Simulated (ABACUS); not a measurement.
## Run report: CuI, band-structure run (part 2 of 2)

Continued. System: CuI (P4/nmm, 4 atoms in the cell). Method: Kohn-Sham DFT of a periodic cell, r2SCAN, SG15 ONCV 1.2 PBE, no spin polarisation (ABACUS 3.10.1); cutoff 1442.2 eV, fermi-dirac of 0.05 eV. The structure derives from a Materials Project entry. It belongs to a series of runs on one base structure; here: bands on the converged density.

Geometry of the input (Å; fractional positions):
```
4.0902  0.0000  0.0000
0.0000  4.0902  0.0000
0.0000  0.0000  6.5515
I  0.0000  0.5000  0.7430
I  0.5000  0.0000  0.2570
Cu 0.0000  0.0000  0.0000
Cu 0.5000  0.5000  0.0000
```

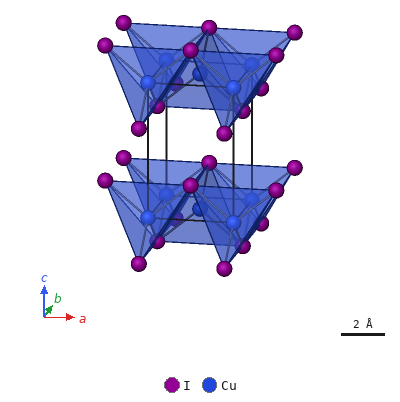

The structure (polyhedral view of the cell of the calculation, seen slightly off an axis; polyhedra are completed across the faces of the cell). An atom can appear more than once, as a periodic image.

## Output, continued
```
 STATE ENERGY(eV) AND OCCUPATIONS    NSPIN == 1
 1/24 kpoint (Cartesian) = 0.0000 0.0000 0.0000 (13601 pws)
       1       -106.155      0.0215054
       2       -106.153      0.0215054
       3       -62.5669      0.0215054
       4       -62.5669      0.0215054
       5       -62.5554      0.0215054
       6       -62.5554      0.0215054
       7       -62.5443      0.0215054
       8       -62.5422      0.0215054
       9       -36.0029      0.0215054
      10       -36.0029      0.0215054
      11       -35.9997      0.0215054
      12       -35.9997      0.0215054
      13       -35.9991      0.0215054
      14       -35.9991      0.0215054
      15       -35.9557      0.0215054
      16       -35.9553      0.0215054
      17       -35.9438      0.0215054
      18       -35.9436      0.0215054
      19       -5.71400      0.0215054
      20       -5.06043      0.0215054
      21        2.99876      0.0215054
      22        4.94207      0.0215054
      23        5.12618      0.0215054
      24        5.12618      0.0215054
      25        5.43533      0.0215054
      26        5.43533      0.0215054
      27        6.17232      0.0215054
      28        6.84641      0.0215054
      29        6.99857      0.0215054
      30        7.29420      0.0215054
      31        7.43663      0.0215054
      32        7.43663      0.0215054
      33        7.61615      0.0215054
      34        8.01647      0.0215054
      35        8.73794      0.0215054
      36        8.73794      0.0215054
      37        10.8078    3.68456e-11
      38        12.5791    1.51813e-26
      39        12.6079    8.53923e-27
      40        14.5081    2.66819e-43
      41        14.5081    2.66819e-43
      42        14.7347    2.87254e-45
      43        17.9859    1.65282e-73
      44        18.6018    7.38819e-79
      45        18.8420    6.05431e-81
      46        19.3797    1.29400e-85
      47        20.3910        0.00000
      48        20.3910        0.00000
      49        20.7165        0.00000
      50        21.3978        0.00000

 2/24 kpoint (Cartesian) = 0.0000 0.012224 0.0000 (13601 pws)
       1       -106.155      0.0215054
       2       -106.153      0.0215054
       3       -62.5669      0.0215054
       4       -62.5669      0.0215054
       5       -62.5555      0.0215054
       6       -62.5555      0.0215054
       7       -62.5443      0.0215054
       8       -62.5422      0.0215054
       9       -36.0029      0.0215054
      10       -36.0029      0.0215054
      11       -35.9997      0.0215054
      12       -35.9997      0.0215054
      13       -35.9992      0.0215054
      14       -35.9991      0.0215054
      15       -35.9556      0.0215054
      16       -35.9553      0.0215054
      17       -35.9438      0.0215054
      18       -35.9436      0.0215054
      19       -5.70474      0.0215054
      20       -5.05788      0.0215054
      21        3.01520      0.0215054
      22        4.94132      0.0215054
      23        5.09603      0.0215054
      24        5.12940      0.0215054
      25        5.38650      0.0215054
      26        5.43541      0.0215054
      27        6.17929      0.0215054
      28        6.84603      0.0215054
      29        6.99796      0.0215054
      30        7.28806      0.0215054
      31        7.38768      0.0215054
      32        7.42176      0.0215054
      33        7.63015      0.0215054
      34        8.03531      0.0215054
      35        8.66741      0.0215054
      36        8.73431      0.0215054
      37        10.8964    6.25940e-12
      38        12.5998    1.00258e-26
      39        12.6923    1.57855e-27
      40        14.4797    4.70830e-43
      41        14.5302    1.71436e-43
      42        14.7930    8.94350e-46
      43        17.9750    2.05480e-73
      44        18.6779    1.61364e-79
      45        18.7284    5.87161e-80
      46        19.4084    7.28696e-86
      47        19.8637        0.00000
      48        20.3842        0.00000
      49        21.0345        0.00000
      50        21.1996        0.00000

 3/24 kpoint (Cartesian) = 0.0000 0.024449 0.0000 (13617 pws)
       1       -106.155      0.0215054
       2       -106.153      0.0215054
       3       -62.5667      0.0215054
       4       -62.5666      0.0215054
       5       -62.5557      0.0215054
       6       -62.5557      0.0215054
       7       -62.5442      0.0215054
       8       -62.5422      0.0215054
       9       -36.0028      0.0215054
      10       -36.0028      0.0215054
      11       -35.9998      0.0215054
      12       -35.9997      0.0215054
      13       -35.9992      0.0215054
      14       -35.9992      0.0215054
      15       -35.9556      0.0215054
      16       -35.9552      0.0215054
      17       -35.9438      0.0215054
      18       -35.9436      0.0215054
      19       -5.67743      0.0215054
      20       -5.05076      0.0215054
      21        3.06393      0.0215054
      22        4.93249      0.0215054
      23        5.00806      0.0215054
      24        5.13890      0.0215054
      25        5.25287      0.0215054
      26        5.43540      0.0215054
      27        6.20010      0.0215054
      28        6.84472      0.0215054
      29        6.99149      0.0215054
      30        7.26967      0.0215054
      31        7.28279      0.0215054
      32        7.38417      0.0215054
      33        7.66541      0.0215054
      34        8.06303      0.0215054
      35        8.49723      0.0215054
      36        8.72321      0.0215054
      37        11.1208    7.04035e-14
      38        12.6314    5.33566e-27
      39        12.9307    1.34139e-29
      40        14.4516    8.26474e-43
      41        14.5957    4.62696e-44
      42        14.9557    3.45190e-47
      43        17.8991    9.37600e-73
      44        18.5065    4.96789e-78
      45        18.8462    5.57379e-81
      46        19.2280    2.68891e-84
      47        19.4527    3.00748e-86
      48        20.3112        0.00000
      49        20.4991        0.00000
      50        21.0498        0.00000

 4/24 kpoint (Cartesian) = 0.0000 0.036673 0.0000 (13637 pws)
       1       -106.155      0.0215054
       2       -106.153      0.0215054
       3       -62.5663      0.0215054
       4       -62.5663      0.0215054
       5       -62.5561      0.0215054
       6       -62.5561      0.0215054
       7       -62.5442      0.0215054
       8       -62.5423      0.0215054
       9       -36.0028      0.0215054
      10       -36.0028      0.0215054
      11       -35.9998      0.0215054
      12       -35.9997      0.0215054
      13       -35.9992      0.0215054
      14       -35.9992      0.0215054
      15       -35.9554      0.0215054
      16       -35.9551      0.0215054
      17       -35.9439      0.0215054
      18       -35.9436      0.0215054
      19       -5.63337      0.0215054
      20       -5.04059      0.0215054
      21        3.14302      0.0215054
      22        4.87033      0.0215054
      23        4.87169      0.0215054
      24        5.09667      0.0215054
      25        5.15415      0.0215054
      26        5.43460      0.0215054
      27        6.23445      0.0215054
      28        6.84214      0.0215054
      29        6.96581      0.0215054
      30        7.18660      0.0215054
      31        7.23923      0.0215054
      32        7.33272      0.0215054
      33        7.71389      0.0215054
      34        8.06555      0.0215054
      35        8.29838      0.0215054
      36        8.70402      0.0215054
      37        11.4098    2.17754e-16
      38        12.6764    2.16854e-27
      39        13.1789    9.36042e-32
      40        14.5832    5.93506e-44
      41        14.7019    5.52785e-45
      42        15.1817    3.75842e-49
      43        17.6365    1.79201e-70
      44        18.4286    2.36206e-77
      45        18.6331    3.95440e-79
      46        18.9509    6.85683e-82
      47        19.4102    7.02808e-86
      48        19.9886        0.00000
      49        20.1584        0.00000
      50        21.1565        0.00000

 5/24 kpoint (Cartesian) = 0.0000 0.048897 0.0000 (13637 pws)
       1       -106.155      0.0215054
       2       -106.153      0.0215054
       3       -62.5659      0.0215054
       4       -62.5658      0.0215054
       5       -62.5566      0.0215054
       6       -62.5565      0.0215054
       7       -62.5441      0.0215054
       8       -62.5424      0.0215054
       9       -36.0027      0.0215054
      10       -36.0027      0.0215054
      11       -35.9998      0.0215054
      12       -35.9997      0.0215054
      13       -35.9993      0.0215054
      14       -35.9992      0.0215054
      15       -35.9552      0.0215054
      16       -35.9550      0.0215054
      17       -35.9439      0.0215054
      18       -35.9437      0.0215054
      19       -5.57478      0.0215054
      20       -5.02980      0.0215054
      21        3.24868      0.0215054
      22        4.67356      0.0215054
      23        4.69759      0.0215054
      24        5.02952      0.0215054
      25        5.17436      0.0215054
      26        5.43203      0.0215054
      27        6.28175      0.0215054
      28        6.83806      0.0215054
      29        6.91335      0.0215054
      30        7.12907      0.0215054
      31        7.19752      0.0215054
      32        7.27122      0.0215054
      33        7.77281      0.0215054
      34        8.03467      0.0215054
      35        8.11702      0.0215054
      36        8.67582      0.0215054
      37        11.7161    4.75433e-19
      38        12.7264    7.96789e-28
      39        13.3093    6.90154e-33
      40        14.8445    3.19343e-46
      41        15.0113    1.13524e-47
      42        15.3955    5.22687e-51
      43        17.2322    5.81650e-67
      44        18.0931    1.93727e-74
      45        18.5653    1.53510e-78
      46        18.7511    3.73100e-80
      47        19.4620    2.49249e-86
      48        19.5338    5.93236e-87
      49        20.0063        0.00000
      50        21.0932        0.00000

 6/24 kpoint (Cartesian) = 0.0000 0.061122 0.0000 (13643 pws)
       1       -106.154      0.0215054
       2       -106.153      0.0215054
       3       -62.5653      0.0215054
       4       -62.5652      0.0215054
       5       -62.5572      0.0215054
       6       -62.5571      0.0215054
       7       -62.5440      0.0215054
       8       -62.5425      0.0215054
       9       -36.0027      0.0215054
      10       -36.0027      0.0215054
      11       -35.9998      0.0215054
      12       -35.9996      0.0215054
      13       -35.9994      0.0215054
      14       -35.9992      0.0215054
      15       -35.9551      0.0215054
      16       -35.9548      0.0215054
      17       -35.9439      0.0215054
      18       -35.9437      0.0215054
      19       -5.50470      0.0215054
      20       -5.02155      0.0215054
      21        3.37369      0.0215054
      22        4.41275      0.0215054
      23        4.51203      0.0215054
      24        5.00269      0.0215054
      25        5.19853      0.0215054
      26        5.42665      0.0215054
      27        6.34110      0.0215054
      28        6.83279      0.0215054
      29        6.85357      0.0215054
      30        7.09441      0.0215054
      31        7.14646      0.0215054
      32        7.20116      0.0215054
      33        7.84156      0.0215054
      34        7.97207      0.0215054
      35        7.97729      0.0215054
      36        8.63758      0.0215054
      37        12.0168    1.16144e-21
      38        12.7702    3.32009e-28
      39        13.3823    1.60356e-33
      40        15.0171    1.01142e-47
      41        15.5055    5.79707e-52
      42        15.6486    3.30930e-53
      43        16.8071    2.86362e-63
      44        17.6136    2.82946e-70
      45        18.3924    4.87283e-77
      46        18.9003    1.88730e-81
      47        19.1515    1.24285e-83
      48        19.6525    5.52976e-88
      49        19.9287        0.00000
      50        20.6554        0.00000

[... levels at 18 further k points ...]

 --------------------------------------------
 !FINAL_ETOT_IS -15326.07283211278 eV
 --------------------------------------------

 Output bands in file: OUT.CuI/BANDS_1.dat
```

## Standard output
```
ABACUS v3.10.1

               Atomic-orbital Based Ab-initio Computation at UStc

 dft_functional readin is: MGGA_X_R2SCAN+MGGA_C_R2SCAN
 dft_functional in pseudopot file is: PBE
 Please make sure this is what you need
 dft_functional readin is: MGGA_X_R2SCAN+MGGA_C_R2SCAN
 dft_functional in pseudopot file is: PBE
 Please make sure this is what you need

%%%%%%%%%%%%%%%%%%%%%%%%%%%%%%%%%%%%%%%%%%%%%%%%%%%%%%%%%%%%%%%%%%%%%%%%%%%%%%%%%%%%%%%%%%%%%%%%%%%%%%%%%
 Warning: the number of valence electrons in pseudopotential > 7 for I: [Kr] 4d10 5s2 5p5
 Warning: the number of valence electrons in pseudopotential > 11 for Cu: [Ar] 3d10 4s1
 Pseudopotentials with additional electrons can yield (more) accurate outcomes, but may be less efficient.
 If you're confident that your chosen pseudopotential is appropriate, you can safely ignore this warning.
%%%%%%%%%%%%%%%%%%%%%%%%%%%%%%%%%%%%%%%%%%%%%%%%%%%%%%%%%%%%%%%%%%%%%%%%%%%%%%%%%%%%%%%%%%%%%%%%%%%%%%%%%

 UNIFORM GRID DIM        : 54 * 54 * 81
 UNIFORM GRID DIM(BIG)   : 54 * 54 * 81
func,idMGGA_X_R2SCAN 497
func,idMGGA_C_R2SCAN 498
 ---------------------------------------------------------
 ---------------------------------------------------------
 SPIN    KPOINTS         PROCESSORS  THREADS
 1       93              4           4
 ---------------------------------------------------------
 Use plane wave basis
 ---------------------------------------------------------
 ELEMENT NATOM       XC
 I       2
 Cu      2
 ---------------------------------------------------------
 Initial plane wave basis and FFT box
 ---------------------------------------------------------
 -------------------------------------------
 NONSELF-CONSISTENT :
 -------------------------------------------
 START CHARGE      : file
 ITER       ETOT/eV          EDIFF/eV         DRHO         DKIN     TIME/s
 DA1     -1.53260728e+04   0.00000000e+00   0.0000e+00   0.0000e+00 306.50
```

## Results in brief

```tsv
quantity	value
outcome	converged
space group (tolerance 0.01 Å)	P4/nmm (129)
electrons treated	72
gap on the band path	2.07 eV
wall time	5.1 min (CPU time 21 min)
peak memory	2 GiB
```
